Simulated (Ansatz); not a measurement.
## Run report: NaH, single-point calculation (part 1 of 2)

The run: single-point calculation of NaH (P6₃/mmc, 4 atoms in the cell). Method and program: DFT, HSE06, plane waves, PAW, no spin polarisation (Ansatz 0.2.0).

The structure was built on a prototype by a generator. The geometry comes from this level: r2SCAN. Figures and captions count atoms from 1; the log counts them from 0 in places.

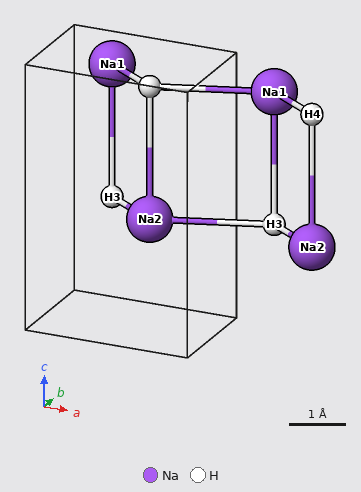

**Figure 1.** The input geometry (ball-and-stick view of the cell of the calculation, repeated 2 × 1 × 1, seen slightly off an axis; atoms are numbered from 1 in the order of the input). Near neighbours in the crystal (not all of them lie inside the picture): Na has 5 H at 2.28 to 2.41 Å; H has 5 Na at 2.28 to 2.41 Å.

## The input
```yaml
crystal:
  lattice:
    - [3.953281548, 0.0, 0.0]
    - [-1.976640774, 3.4236422489, 0.0]
    - [0.0, 0.0, 4.8282923038]
  atoms:
    - { symbol: Na, position: [0.3333333333, 0.6666666667, -0.062499682] }
    - { symbol: Na, position: [0.6666666667, 0.3333333333, 0.437500318] }
    - { symbol: H, position: [0.3333333333, 0.6666666667, 0.437499682] }
    - { symbol: H, position: [0.6666666667, 0.3333333333, 0.937499682] }
kpoints:
  mp_grid: { grid: [6, 6, 4] }
  band_path:
    path:
      - [0.0, 0.0, 0.0]
      - [0.5, 0.0, 0.0]
      - [0.3333333333, 0.3333333333, 0.0]
      - [0.0, 0.0, 0.5]
      - [0.5, 0.0, 0.5]
      - [0.3333333333, 0.3333333333, 0.5]
      - [-0.09375, 0.1875, 0.0]
      - [0.3, 0.3, 0.0]
    npoints: 1
hamiltonian:
  xc: hse06
scf:
  occupations: { method: fixed }
  n_extra_bands: 5
output:
  forces: true
  stress: true
  eigenvalues: true
  write_density: true
  write_potential: true
  elf: true
  volumetric_format: npy
```

Machine: 4 threads of Arm Neoverse N1, 24 GiB of memory available, shared host.

Launch command:
```bash
ansatz run input.yaml --threads 4 --pin off --max-ram 5529MiB --backend cpu --events-out ev --progress --plain --runs-dir out
```

## Output
```
Warning: the atoms were moved onto the symmetric positions of the space group found under crystal.symmetry.tolerance 1.0e-5 (fractional; no operation is sought that the atoms, as they stand in a round, miss by more than twice it, and no atom is moved by as much as it), and the run uses the moved positions. Before a round's move an operation carried an atom to 3.07e-6 Å from where it should land, the largest such distance. Atom 0 (counting from 0) moved farthest, by 1.54e-6 Å; the longest move in fractions of the cell, of whichever atom, is 0.03 of the tolerance, in 1 round. To run the atoms as typed, lower crystal.symmetry.tolerance until the operations that they miss are no longer found, or set crystal.symmetry.detect: false (a key that needs symmetry detection or time reversal refuses this as the deck is read). The positions used, in the order of the run's atom list: position: [0.3333333333333333, 0.6666666666666666, -0.0625]; position: [0.6666666666666666, 0.3333333333333333, 0.4375]; position: [0.3333333333333333, 0.6666666666666666, 0.4375]; position: [0.6666666666666666, 0.3333333333333333, 0.9375]; The lattice was moved too: crystal.lattice keeps the space group found at crystal.symmetry.tolerance 1.0e-5 only nearly: the operation that it misses by the most changes a squared length by the fraction 9.98e-12. The run uses the lattice that is a stretch of the typed one, with no rotation, onto the one that keeps every operation to a double's rounding (on a very oblique basis the stretch itself rounds by more); the deck's lattice vector that moved farthest moved by 1.14e-11 Å. To run the lattice as typed, set crystal.symmetry.detect: false, as for the atoms. crystal.lattice made exact, in Å and degrees: [[3.9532815480113905, 0.0, 0.0], [-1.9766407740056953, 3.4236422488901352, 0.0], [0.0, 0.0, 4.8282923038]]. Pasted over the deck's crystal.lattice, beside positions in fractional coordinates, it runs the same cell (given as lengths and angles, that cell in the form's own orientation, a rigid turn of the misfit's size from the one run here, for which a checkpoint.post_process_only pass over this run's state can be refused: where this run relaxes nothing, give such a pass this deck's own crystal.lattice, as typed; behind a relaxation, as crystal.lattice, the state's own cell, identity.cell in its checkpoint.json), and a matrix so pasted ends this notice, except on a very skew basis of the lattice, where the rounding of the pasted numbers themselves can read as a misfit: the cell is then moved again, and that move is told again. The lattice as run is in this notice's lattice.as_run_ang field (Run.prep()["deck_notices"] in Python, the deck_notice line of an events file, deck_notices of ansatz run --dry-run=json, or deck_notices in record.json in the deck's checkpoint.write directory).
Warning: output.stress: scf.convergence.dr2_threshold = 1e-7 eV (the SCF's general default) is looser than the 4e-10 eV advised for a printed stress (1e-10 eV for each atom of the cell: 4). What an SCF threshold leaves in a stress goes as its square root, and in the free energy as the threshold itself, and one threshold admits the most on a small cell: of the crystals measured, under no hybrid functional and no lock of the moments, on runs that ended without the residual-converged pass, on stresses that held no estimate of that error, the worst erred by over 100 MPa in a component at 1e-7 eV an atom and by under 5 at 1e-10. Set scf.convergence.dr2_threshold to 4e-10 eV or tighter. The threshold is an SCF's pass mark: one that does not reach it within its budget of iterations ends unconverged, or closes short of it on a stop that the run arms, and scf.convergence.dr2_threshold's page says what that costs each kind of run
Warning: output.stress: scf.exx.energy_threshold = 1e-6 eV is looser than the 4e-8 eV advised for a stress under a hybrid functional (1e-8 eV for each atom of the cell: 4). Every SCF of the exchange loop can meet its threshold on dr2 while the loop round them stops early: no threshold on dr2 bounds what that leaves in the stress. Set scf.exx.energy_threshold to 4e-8 eV or tighter. The threshold is the loop's pass mark: a loop that does not reach it within its budget of cycles ends unconverged, and scf.exx.energy_threshold's page has the law
scf.n_extra_bands = 5 over 10 filled bands (N_el = 20.0): the run solves 15 bands
Engine: ansatz 0.2.0, aarch64-unknown-linux-gnu
Pseudopotentials: kind: paw
Pseudopotential: Na, paw, valence charge 9, recommended cutoff 420 eV (normal), Na.paw.azcp
Pseudopotential: H, paw, valence charge 1, recommended cutoff 420 eV (normal), H.paw.azcp
Functional definition: HSE06
  parameter a = 0.25
  parameter omega = 0.11/bohr
  exchange = pbe_x - a*pbe_x_sr(omega) + a*exact_x_sr(omega)
  correlation = pbe_c
davidson cushion auto → on  (no smearing: the cushion is to keep the highest requested band from converging to the state above it; pin scf.eigensolver.cushion to override)
Crystal: 4 atoms, lattice volume = 65.349 Å³
Basis set: ecut = 420 eV, 1289 PW (Γ), exchange–correlation on 54×54×72 points (8 copies of the dense FFT grid, shifted against one another)
Bands: 15, of which v1, the nominal top of the filled ones, is band 10 counted from 1 (9 counted from 0)
Symmetry: 24 space group operations
Space group: P63/mmc (ITA 194), of the structure as read, at distance tolerance 4.0e-5 Å
k-points: 21 of 144
Non-local potential: Na, projectors of the file, l = 0: 3, l = 1: 2, l = 2: 1
Non-local potential: H, projectors of the file, l = 0: 2, l = 1: 1
PAW form: soft (Blöchl's): semilocal exchange-correlation on the pseudo side does not see the compensation charge
PAW frozen core: Na, regenerated for the run's functional, and the local potential with it (the file was generated under x = pbe(κ = 0.804, μ = 0.2195149727645171), c = pbe(β = 0.06672455060314922))
PAW one-centre angular grid: Na, 110 points (default); XC on 96 Gauss nodes
PAW one-centre angular grid: H, 110 points (default); XC on 64 Gauss nodes
Initial density: superposition of atomic densities (neutral atoms: chi_scale 0, normalization atom), corrected by the library's trained network
Initial wavefunctions: pseudopotential atomic-orbital guess
Functional: x = pbe(κ = 0.804, μ = 0.2195149727645171), c = pbe(β = 0.06672455060314922), warm-up for x = pbe(κ = 0.804, μ = 0.2195149727645171) + 0.25 (exact − pbe) at short range (hse, ω = 0.20786987370883472 Å⁻¹), c = pbe(β = 0.06672455060314922); HSE06 as pw.x's `hse` composes it (authors' and Libxc's form: `xc: wpbeh`)
SCF iter   1: F=—  HF=-3005.258272 eV  |F-HF|=—  |Δ(HF+E_count)|=         —  Δρ=7.98e-4  dr2=6.09e-4  ethr=1.77e-3  ⟨swp⟩=3.0  Hψ=2229  notcnv=0
preconditioner: auto → none  [insulator: Δε(μ)=3.326 eV  Ē_g=8.526 eV  n_scr=8 (ndim 8)  ℏωp=9.2 eV  f_vac=0.122]
SCF iter   2: F=-3005.258733 eV  HF=-3005.258580 eV  |F-HF|=1.54e-4  |Δ(HF+E_count)|=   3.08e-4  Δρ=3.36e-4  dr2=9.13e-5  ethr=3.05e-6  ⟨swp⟩=3.7  Hψ=883  notcnv=0  defer=1
SCF 1 stopped early in 2 iterations: F = -3005.258733 eV  dr2 = 9.13e-5
  greatest PAW one-centre occupation: 0.999 electrons in one spin orbital (limit 2), on the Na atom at site 1 (counted from 0), in its partial waves of l = 0
Initial density: handed on by an earlier stage of this run
Initial wavefunctions: those handed on with the density
Functional: x = pbe(κ = 0.804, μ = 0.2195149727645171) + 0.25 (exact − pbe) at short range (hse, ω = 0.20786987370883472 Å⁻¹), c = pbe(β = 0.06672455060314922); HSE06 as pw.x's `hse` composes it (authors' and Libxc's form: `xc: wpbeh`)
Exchange kernel: α = 0.2500, screened, ω = 0.2079 Å⁻¹, Wigner–Seitz truncation, v(0) = 1045.9795 eV·Å³, q-mesh 6×6×4, nearest image of the exchange supercell L = 19.31 Å, pair-density grid 18×18×24, without the augmentation charges, whose exchange is taken in its separable form by FFT convolution over the k-point mesh (sized by the pseudopotential files, 24×24×36 at the most), smooth part of the exact exchange by density-matrix convolution
Frozen-core exchange: fock
SCF iter   1: F=—  HF=-3005.694433 eV  |F-HF|=—  |Δ(HF+E_count)|=         —  Δρ=5.27e-3  dr2=9.86e-3  ethr=4.56e-6  ⟨swp⟩=5.5  Hψ=1424  notcnv=0
preconditioner: auto → none  [insulator: Δε(μ)=4.227 eV  Ē_g=9.756 eV  n_scr=8 (ndim 8)  ℏωp=9.2 eV  f_vac=0.126]
SCF iter   2: F=—  HF=-3005.688882 eV  |F-HF|=—  |Δ(HF+E_count)|=   5.55e-3  Δρ=1.05e-3  dr2=7.77e-4  ethr=4.56e-6  ⟨swp⟩=3.6  Hψ=1053  notcnv=0
SCF iter   3: F=—  HF=-3005.691483 eV  |F-HF|=—  |Δ(HF+E_count)|=   2.60e-3  Δρ=6.43e-4  dr2=2.00e-4  ethr=2.57e-6  ⟨swp⟩=3.1  Hψ=875  notcnv=0
iter 4 solved again at ethr=5.81e-8 eV; its pass at ethr=9.53e-7 eV (dr2=1.16e-5 eV) is discarded
SCF iter   4: F=—  HF=-3005.691473 eV  |F-HF|=—  |Δ(HF+E_count)|=   1.01e-5  Δρ=1.70e-4  dr2=1.33e-5  ethr=5.81e-8  ⟨swp⟩=2.2  Hψ=1608  notcnv=0
SCF iter   5: F=-3005.691498 eV  HF=-3005.691497 eV  |F-HF|=9.98e-7  |Δ(HF+E_count)|=   2.43e-5  Δρ=2.72e-5  dr2=9.16e-7  ethr=5.81e-8  ⟨swp⟩=3.4  Hψ=874  notcnv=0  defer=1
SCF 2 stopped early in 5 iterations: F = -3005.691498 eV  dr2 = 9.16e-7
hybrid outer 1: dexx = +2.676e-3 eV, tail = 1.16e-5 eV
Exchange kernel: α = 0.2500, screened, ω = 0.2079 Å⁻¹, Wigner–Seitz truncation, v(0) = 1045.9795 eV·Å³, q-mesh 6×6×4, nearest image of the exchange supercell L = 19.31 Å, pair-density grid 18×18×24, without the augmentation charges, whose exchange is taken in its separable form by FFT convolution over the k-point mesh (sized by the pseudopotential files, 24×24×36 at the most), smooth part of the exact exchange by density-matrix convolution
Frozen-core exchange: fock
SCF iter   1: F=—  HF=-3005.691367 eV  |F-HF|=—  |Δ(HF+E_count)|=         —  Δρ=5.92e-5  dr2=1.23e-6  ethr=2.90e-7  ⟨swp⟩=2.0  Hψ=715  notcnv=0
preconditioner: auto → none  [insulator: Δε(μ)=4.264 eV  Ē_g=9.773 eV  n_scr=8 (ndim 8)  ℏωp=9.2 eV  f_vac=0.138]
SCF iter   2: F=—  HF=-3005.691366 eV  |F-HF|=—  |Δ(HF+E_count)|=   5.30e-7  Δρ=9.62e-6  dr2=3.22e-8  ethr=5.55e-9  ⟨swp⟩=3.1  Hψ=1029  notcnv=0  defer=1
SCF iter   3: F=—  HF=-3005.691366 eV  |F-HF|=—  |Δ(HF+E_count)|=   1.38e-7  Δρ=7.93e-6  dr2=1.77e-8  ethr=8.41e-11  ⟨swp⟩=4.1  Hψ=1151  notcnv=0
SCF iter   4: F=-3005.691366 eV  HF=-3005.691366 eV  |F-HF|=1.79e-10  |Δ(HF+E_count)|=   1.49e-8  Δρ=6.88e-7  dr2=2.61e-10  ethr=8.23e-11  ⟨swp⟩=3.0  Hψ=938  notcnv=0
SCF 3 converged in 4 iterations: F = -3005.691366 eV  dr2 = 2.61e-10
  Residual-converged pass: ⟨swp⟩=2.0  Hψ=581  notcnv=0  max |occ|·‖R‖ = 2.4e-6 eV (tolerance 2.4e-6 eV)  dr2=2.61e-10  dr2_onsite=1.59e-10  max |Δocc| = 0.0e0
```

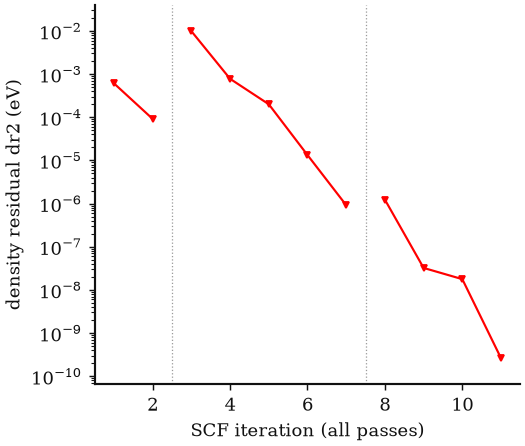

**Figure 2.** Convergence of the self-consistent field: density residual dr2 against the SCF iteration. The run starts with a semilocal functional; after that each stretch between dotted lines is one SCF of the hybrid functional between two exact rebuilds of the exchange operator by the outer loop. Early passes are stopped at a loose threshold. The passes take 2, 5 and 4 iterations.

```
hybrid outer 2: dexx = +1.134e-7 eV, tail = 2.98e-9 eV, Δε = 2.41e-3 eV (about 5.88e-5 eV left of the loop's levels)
NSCF: frozen V_eff on 8 k-points
hybrid SCF converged: 2 outer / 9 inner (+2 warm-up), last move |dexx| = 1.13e-7 eV, tail = 2.98e-9 eV
Stability not checked: this state was not tested for a lower state beside it, because the functional holds exact exchange (a hybrid, or Hartree-Fock), whose exchange loop this test does not read (fock_operator; see scf.lower_state_search)
Free energy (F): -3005.691366 eV
Frozen-core exchange: fock
Harris-Foulkes:  -3005.691366 eV  (|F-HF|=1.79e-10)
Internal energy: -3005.691366 eV  (E = F + TS)
E sigma→0 (E₀):  -3005.691366 eV
Fermi energy:    -0.472021 eV
```
